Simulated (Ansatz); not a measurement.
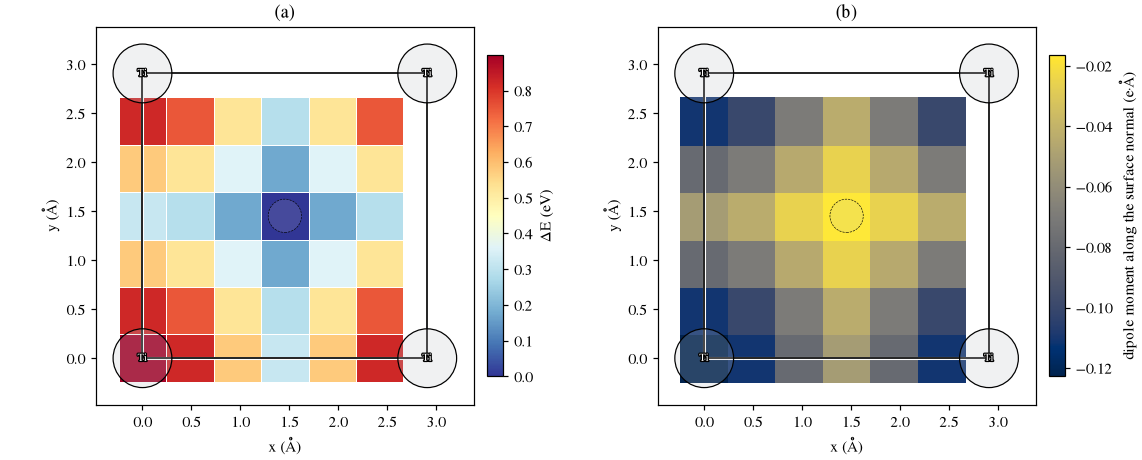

H on a Ti(100) slab cut from the Fm-3m phase, its upper half relaxed before the scan (12 atoms of substrate and one adsorbate in a 2 × 2 cell). 
- H is moved over the surface cell; relaxed at each place: the height of the adsorbate's atoms; substrate rigid; the origin of the map has the adsorbate above Ti9.
- Places are given modulo a cell vector. The map is drawn in real space over the plane of the surface.
- The grid has 6 × 6 points; 10 points were computed and 26 follow by symmetry.
- Places are given in fractions of the 1 × 1 surface cell.
- Energies: eV, counted from the lowest grid point.
- The relaxed height changes by up to 0.8 Å between neighbouring points.
- Theory: Ansatz, DFT PBE, scalar-relativistic, plane waves, PAW. Settings: cutoff 420 eV, k-mesh 5×5×1, gaussian smearing 0.1 eV, no spin polarisation.

Panel (a) is the energy and panel (b) the computed dipole moment along the surface normal on the same grid.

The picture shows one coloured cell a grid point, labelled circles for the atoms of the top layer and small ones for the second layer, the outline of one cell of the plane.

How does the dipole moment along the surface normal vary over the map, and what is it at the lowest grid point?

Answer. It runs from −0.12 e·Å at the top site over a surface Ti atom, (0/6, 0/6) of the cell vectors to −0.02 e·Å at a fourfold hollow over a second-layer Ti atom, (3/6, 3/6) of the cell vectors. At the lowest grid point, a fourfold hollow over a second-layer Ti atom, (3/6, 3/6) of the cell vectors, it is −0.02 e·Å.

```
second ↓, first →    0/6    1/6    2/6    3/6    4/6    5/6
              5/6  −0.11  −0.10  −0.07  −0.04  −0.07  −0.10
              4/6  −0.08  −0.07  −0.05  −0.03  −0.05  −0.07
              3/6  −0.05  −0.04  −0.03  −0.02  −0.03  −0.04
              2/6  −0.08  −0.07  −0.05  −0.03  −0.05  −0.07
              1/6  −0.11  −0.10  −0.07  −0.04  −0.07  −0.10
              0/6  −0.12  −0.11  −0.08  −0.05  −0.08  −0.11
```

PAW datasets: the set soft_1.
